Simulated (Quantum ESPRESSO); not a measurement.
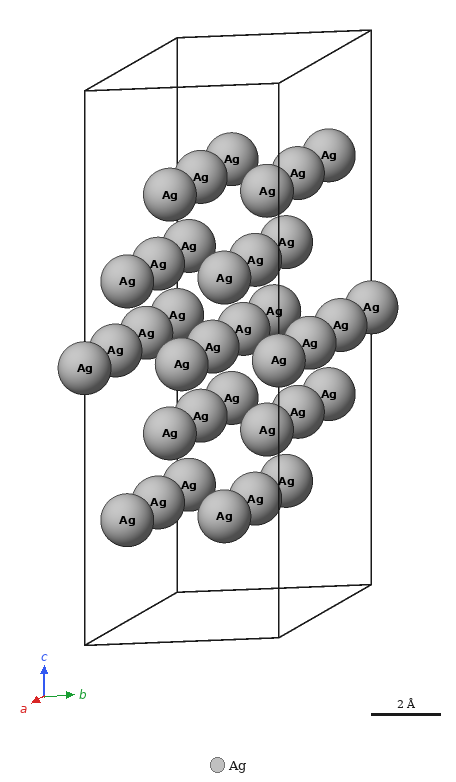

**Figure 1.** The structure (spheres-only view of the 3 × 2 repeat of the cell, with the vacuum cut short, seen slightly off an axis). An atom can appear more than once, as a periodic image.

Run report: Ag, workfunction calculation (part 1 of 2)

System: Ag (slab, 5 atoms in the cell).
Method: Kohn-Sham DFT of a periodic cell, PBE, SG15 PBE 1.2, no spin polarisation (Quantum ESPRESSO 7.5).

The structure derives from an entry of the Crystallography Open Database.

## What the program printed
```
This program is part of the open-source Quantum ESPRESSO suite
     for quantum simulation of materials; please cite
         "P. Giannozzi et al., J. Phys.:Condens. Matter 21 395502 (2009);
         "P. Giannozzi et al., J. Phys.:Condens. Matter 29 465901 (2017);
         "P. Giannozzi et al., J. Chem. Phys. 152 154105 (2020);
          URL
     in publications or presentations arising from this work. More details at

     Message from routine setup:
     using ibrav=0 with symmetry is DISCOURAGED, use correct ibrav instead

     K-points division:     npool     =       2
     Subspace diagonalization in iterative solution of the eigenvalue problem:
     a serial algorithm will be used

     G-vector sticks info
     --------------------
     sticks:   dense  smooth     PW     G-vecs:    dense   smooth      PW
     Sum         583     583    163                94571    94571   14911

     Using Slab Decomposition

     bravais-lattice index     =            0
     lattice parameter (alat)  =       8.0000  a.u.
     unit-cell volume          =    1192.2809 (a.u.)^3
     number of atoms/cell      =            5
     number of atomic types    =            1
     number of electrons       =        95.00
     number of Kohn-Sham states=           61
     kinetic-energy cutoff     =      70.0000  Ry
     charge density cutoff     =     280.0000  Ry
     scf convergence threshold =      5.0E-09
     mixing beta               =       0.3000
     number of iterations used =            8  local-TF  mixing
     Exchange-correlation= PBE
                           (   1   4   3   4   0   0   0)

     celldm(1)=   8.000000  celldm(2)=   0.000000  celldm(3)=   0.000000
     celldm(4)=   0.000000  celldm(5)=   0.000000  celldm(6)=   0.000000

     crystal axes: (cart. coord. in units of alat)
               a(1) = (   0.682517   0.000000  -0.000000 )
               a(2) = (  -0.341259   0.591077   0.000000 )
               a(3) = (   0.000000   0.000000   5.772328 )

     reciprocal axes: (cart. coord. in units 2 pi/alat)
               b(1) = (  1.465165  0.845913 -0.000000 )
               b(2) = ( -0.000000  1.691827  0.000000 )
               b(3) = (  0.000000  0.000000  0.173240 )

     PseudoPot. # 1 for Ag read from file:
     Ag_ONCV_PBE-1.2.upf
     Pseudo is Norm-conserving, Zval = 19.0
     Generated using ONCVPSP code by D. R. Hamann
     Using radial grid of  602 points,  6 beta functions with:
                l(1) =   0
                l(2) =   0
                l(3) =   1
                l(4) =   1
                l(5) =   2
                l(6) =   2

     atomic species   valence    mass     pseudopotential
     Ag               19.00   107.86820     Ag( 1.00)

     12 Sym. Ops., with inversion, found

   Cartesian axes

     site n.     atom                  positions (alat units)
         1        Ag     tau(   1) = (   0.3412585   0.1970257   1.7716182  )
         2        Ag     tau(   2) = (  -0.0000000   0.3940514   2.3288911  )
         3        Ag     tau(   3) = (   0.0000000   0.0000000   2.8861639  )
         4        Ag     tau(   4) = (   0.3412585   0.1970257   3.4434367  )
         5        Ag     tau(   5) = (  -0.0000000   0.3940514   4.0007096  )

     number of k points=     8  Fermi-Dirac smearing, width (Ry)=  0.0037
                       cart. coord. in units 2pi/alat
        k(    1) = (   0.0000000   0.0000000   0.0000000), wk =   0.0408163
        k(    2) = (   0.0000000   0.2416895   0.0000000), wk =   0.2448980
        k(    3) = (   0.0000000   0.4833790   0.0000000), wk =   0.2448980
        k(    4) = (   0.0000000   0.7250686   0.0000000), wk =   0.2448980
        k(    5) = (   0.2093093   0.3625343   0.0000000), wk =   0.2448980
        k(    6) = (   0.2093093   0.6042238   0.0000000), wk =   0.4897959
        k(    7) = (   0.2093093   0.8459133   0.0000000), wk =   0.2448980
        k(    8) = (   0.4186185   0.7250686   0.0000000), wk =   0.2448980

     Dense  grid:    94571 G-vectors     FFT dimensions: (  30,  30, 250)

     Initial potential from superposition of free atoms

     starting charge      94.8047, renormalised to      95.0000

     negative rho (up, down):  2.877E-04 0.000E+00
     Starting wfcs are random

     Self-consistent Calculation

     iteration #  1     ecut=    70.00 Ry     beta= 0.30
     Davidson diagonalization with overlap
     ethr =  1.00E-02,  avg # of iterations = 10.9

     Threshold (ethr) on eigenvalues was too large:
     Diagonalizing with lowered threshold

     Davidson diagonalization with overlap
     ethr =  1.55E-04,  avg # of iterations =  3.9

     total energy              =   -1438.19438015 Ry
     estimated scf accuracy    <       0.15964563 Ry

     iteration #  2     ecut=    70.00 Ry     beta= 0.30
     Davidson diagonalization with overlap
     ethr =  1.68E-04,  avg # of iterations =  1.0

     total energy              =   -1438.15700632 Ry
     estimated scf accuracy    <       0.09675949 Ry

     iteration #  3     ecut=    70.00 Ry     beta= 0.30
     Davidson diagonalization with overlap
     ethr =  1.02E-04,  avg # of iterations =  4.5

     total energy              =   -1438.17200704 Ry
     estimated scf accuracy    <       0.01386401 Ry

     iteration #  4     ecut=    70.00 Ry     beta= 0.30
     Davidson diagonalization with overlap
     ethr =  1.46E-05,  avg # of iterations =  4.5

     total energy              =   -1438.16934115 Ry
     estimated scf accuracy    <       0.01041412 Ry

     iteration #  5     ecut=    70.00 Ry     beta= 0.30
     Davidson diagonalization with overlap
     ethr =  1.10E-05,  avg # of iterations =  6.6

     total energy              =   -1438.16975252 Ry
     estimated scf accuracy    <       0.00426237 Ry

     iteration #  6     ecut=    70.00 Ry     beta= 0.30
     Davidson diagonalization with overlap
     ethr =  4.49E-06,  avg # of iterations =  3.4

     total energy              =   -1438.16989249 Ry
     estimated scf accuracy    <       0.00141836 Ry

     iteration #  7     ecut=    70.00 Ry     beta= 0.30
     Davidson diagonalization with overlap
     ethr =  1.49E-06,  avg # of iterations =  6.6

     negative rho (up, down):  2.037E-03 0.000E+00

     total energy              =   -1438.16980238 Ry
     estimated scf accuracy    <       0.00137718 Ry

     iteration #  8     ecut=    70.00 Ry     beta= 0.30
     Davidson diagonalization with overlap
     ethr =  1.45E-06,  avg # of iterations =  7.0

     negative rho (up, down):  2.366E-03 0.000E+00

     total energy              =   -1438.16993018 Ry
     estimated scf accuracy    <       0.00188632 Ry

     iteration #  9     ecut=    70.00 Ry     beta= 0.30
     Davidson diagonalization with overlap
     ethr =  1.45E-06,  avg # of iterations =  4.9

     negative rho (up, down):  9.279E-04 0.000E+00

     total energy              =   -1438.16976583 Ry
     estimated scf accuracy    <       0.00082815 Ry

     iteration # 10     ecut=    70.00 Ry     beta= 0.30
     Davidson diagonalization with overlap
     ethr =  8.72E-07,  avg # of iterations =  3.2

     negative rho (up, down):  3.656E-04 0.000E+00

     total energy              =   -1438.16996788 Ry
     estimated scf accuracy    <       0.00018474 Ry

     iteration # 11     ecut=    70.00 Ry     beta= 0.30
     Davidson diagonalization with overlap
     ethr =  1.94E-07,  avg # of iterations =  5.6

     negative rho (up, down):  5.618E-07 0.000E+00

     total energy              =   -1438.16995810 Ry
     estimated scf accuracy    <       0.00006327 Ry

     iteration # 12     ecut=    70.00 Ry     beta= 0.30
     Davidson diagonalization with overlap
     ethr =  6.66E-08,  avg # of iterations =  4.4

     negative rho (up, down):  6.833E-05 0.000E+00

     total energy              =   -1438.16997311 Ry
     estimated scf accuracy    <       0.00000182 Ry

     iteration # 13     ecut=    70.00 Ry     beta= 0.30
     Davidson diagonalization with overlap
     ethr =  1.91E-09,  avg # of iterations =  1.5

     negative rho (up, down):  7.696E-06 0.000E+00

     total energy              =   -1438.16997284 Ry
     estimated scf accuracy    <       0.00000029 Ry

     iteration # 14     ecut=    70.00 Ry     beta= 0.30
     Davidson diagonalization with overlap
     ethr =  3.07E-10,  avg # of iterations =  2.9

     negative rho (up, down):  7.698E-06 0.000E+00

     total energy              =   -1438.16997293 Ry
     estimated scf accuracy    <       0.00000014 Ry

     iteration # 15     ecut=    70.00 Ry     beta= 0.30
     Davidson diagonalization with overlap
     ethr =  1.52E-10,  avg # of iterations =  2.0

     End of self-consistent calculation

          k = 0.0000 0.0000 0.0000 ( 11865 PWs)   bands (ev):

   -85.6737 -85.6491 -85.6476 -85.3724 -85.3724 -49.1760 -49.1119 -49.0644
   -49.0644 -49.0617 -49.0368 -49.0368 -49.0340 -49.0340 -48.8059 -48.8057
   -48.7672 -48.7672 -48.7672 -48.7672  -1.0695  -0.3645   0.0584   0.3464
     0.3576   1.6005   1.6416   1.6416   1.6842   1.6875   1.6875   1.7693
     1.7693   2.0193   2.0193   2.0379   2.0379   2.2134   2.6495   2.6495
     2.7416   2.7416   2.9755   2.9755   3.2771   3.2771   3.4221   3.4221
     3.6655   5.7331   6.6072  10.3202  10.8028  11.2960  12.6790  13.1284
    15.5067  15.5376  18.4927  18.8167  21.7823

          k = 0.0000 0.2417 0.0000 ( 11835 PWs)   bands (ev):

   -85.6714 -85.6469 -85.6457 -85.3702 -85.3702 -49.1689 -49.1148 -49.0820
   -49.0710 -49.0705 -49.0581 -49.0515 -49.0427 -49.0393 -48.8038 -48.8037
   -48.7902 -48.7902 -48.7731 -48.7731  -0.5393   0.1211   0.3985   0.6775
     0.7748   1.3472   1.4464   1.4853   1.6675   1.7556   1.8584   1.8683
     1.9165   1.9713   2.0416   2.0683   2.2104   2.2958   2.3139   2.5213
     2.5567   2.7355   2.7630   2.9579   2.9746   3.2789   3.4388   3.4426
     4.6612   6.5094   7.6951  10.7335  11.2953  11.6934  13.1507  13.5681
    15.9675  15.9854  18.9814  19.2385  19.9153

          k = 0.0000 0.4834 0.0000 ( 11759 PWs)   bands (ev):

   -85.6660 -85.6421 -85.6414 -85.3654 -85.3654 -49.1568 -49.1498 -49.1126
   -49.1098 -49.0893 -49.0855 -49.0638 -49.0560 -49.0513 -48.8415 -48.8415
   -48.7991 -48.7991 -48.7862 -48.7862   0.3002   0.4707   0.5981   0.7268
     0.8757   1.0799   1.0985   1.5258   1.5910   1.7938   1.9052   1.9912
     2.0381   2.2420   2.4118   2.5269   2.6058   2.6980   2.8019   2.8342
     2.8875   2.9699   3.0775   3.1061   3.2488   3.2857   3.4740   4.4760
     6.1438   8.1175   9.9313  11.9601  12.7617  13.0064  14.5443  14.7162
    14.9439  15.5446  16.5500  17.2006  17.4052

          k = 0.0000 0.7251 0.0000 ( 11796 PWs)   bands (ev):

   -85.6617 -85.6382 -85.6380 -85.3616 -85.3616 -49.1899 -49.1711 -49.1549
   -49.1108 -49.0971 -49.0918 -49.0728 -49.0667 -49.0610 -48.8821 -48.8821
   -48.7968 -48.7968 -48.7956 -48.7956   0.1634   0.2173   0.3044   0.4188
     0.6691   0.7605   0.8048   1.3528   1.5800   1.6327   1.7592   2.1577
     2.3086   2.4952   2.6652   2.9718   3.1245   3.1661   3.3377   3.3534
     3.4196   3.4291   3.5162   3.6787   3.6907   5.2935   5.8528   6.7298
     8.0755   9.3167  10.6435  11.2052  11.7996  12.7296  13.8987  14.2063
    14.8796  15.2445  15.5747  16.5142  16.7833

          k = 0.2093 0.3625 0.0000 ( 11765 PWs)   bands (ev):

   -85.6675 -85.6434 -85.6426 -85.3668 -85.3668 -49.1581 -49.1345 -49.1018
   -49.0950 -49.0892 -49.0792 -49.0622 -49.0547 -49.0514 -48.8242 -48.8241
   -48.8003 -48.8003 -48.7858 -48.7858   0.2876   0.6767   0.8569   0.9625
     1.0663   1.1614   1.1704   1.2987   1.6023   1.6233   1.7438   1.7954
     1.8942   1.8958   2.0674   2.2573   2.3465   2.3967   2.6074   2.7098
     2.7235   2.9664   3.0847   3.1627   3.1677   3.2560   3.3505   4.2127
     5.7356   7.6618   9.3007  11.5587  12.2855  12.5628  14.1189  14.4566
    16.8466  16.9095  17.5159  17.5538  18.2161

          k = 0.2093 0.6042 0.0000 ( 11782 PWs)   bands (ev):
```
